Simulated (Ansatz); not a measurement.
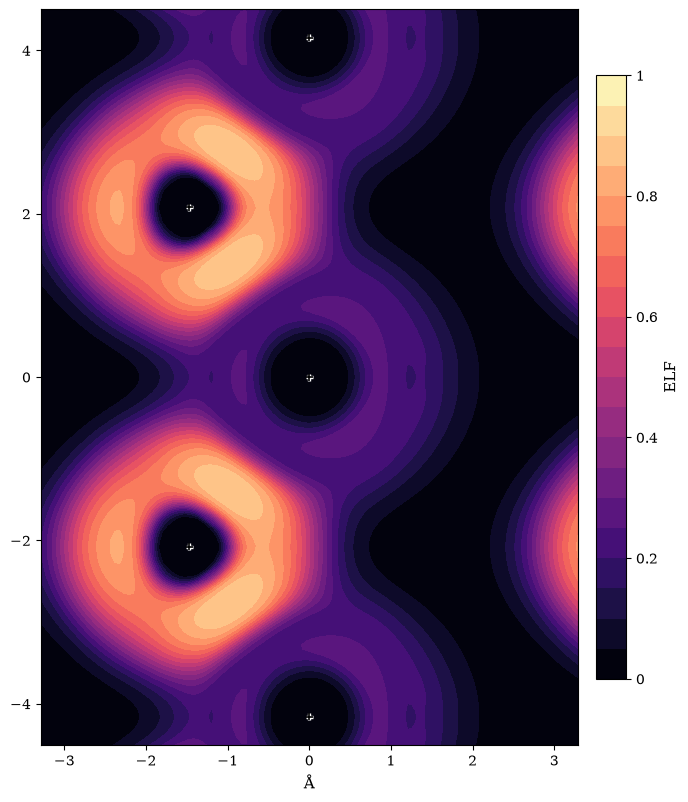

The electron localisation function on a plane through atoms (crosses mark nuclei in the plane).

Method: DFT PBEsol, scalar-relativistic, plane waves, PAW in Ansatz 0.2.0.

Candidates:
A. SnS$_{2}$, a = 3.44 Å, b = 3.44 Å, c = 4.78 Å, α = 90.00°, β = 90.00°, γ = 120.00°. Space group P-3m1; computed pressure about 30 GPa in this cell.
B. InP, a = 5.88 Å, b = 5.88 Å, c = 5.88 Å, α = 90.00°, β = 90.00°, γ = 90.00°. Space group F-43m.

**Which candidate gave the map?**

Candidate B: InP on the (101) plane of the conventional cell, which holds In and P. In–P (2.55 Å): the ELF peaks at about 0.90 in the valence shell of P, 0.9 Å from its nucleus, and is about 0.55 at the midpoint.
